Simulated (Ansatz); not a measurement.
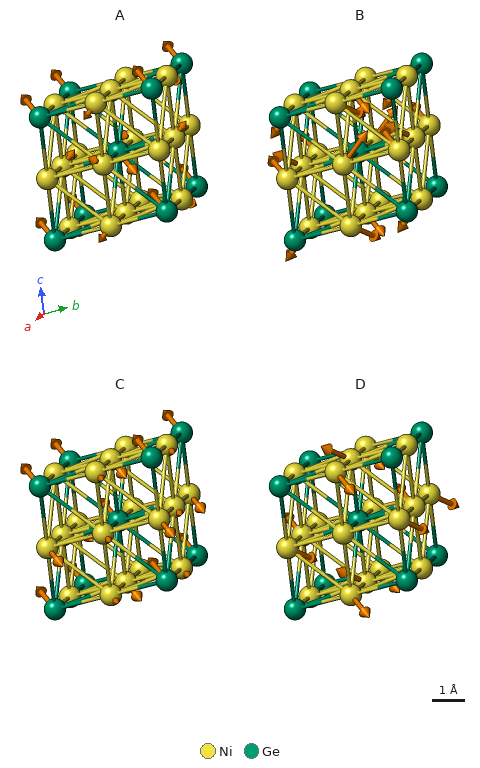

Four modes of solid Ni$_{3}$Ge at the zone centre of a doubled cell, in no order (one member of each degenerate set). The orange arrows give the relative displacements of the atoms. A ball-and-stick model of the cell of the calculation, seen slightly off an axis.

Computed with DFT PBEsol, scalar-relativistic, plane waves, PAW in Ansatz 0.2.0. Settings: plane-wave cutoff 420 eV; k-point mesh 12 × 12 × 12; occupations gaussian; smearing width 0.15 eV; no spin polarisation.

Order them from the lowest to the highest frequency (imaginary ones first).

Answer. D (92 cm⁻¹), A (130 cm⁻¹), C (172 cm⁻¹), B (313 cm⁻¹). D, triply degenerate: The Ge atoms stay at rest; atoms of one kind move against one another, with no net shift of their sublattice. A, triply degenerate: Atoms of one kind move against one another, with no net shift of any sublattice; the kinetic energy is shared as Ge 82 %, Ni 18 %. C, triply degenerate: All motion is along [1 1 −1] of the drawn cell; the kinetic energy is shared as Ge 63 %, Ni 37 %. B, non-degenerate: The Ge atoms stay at rest; atoms of one kind move against one another, with no net shift of their sublattice. The crystal is metallic in this run.

Limits of the set-up: an element that often carries a moment was run without spin polarisation.
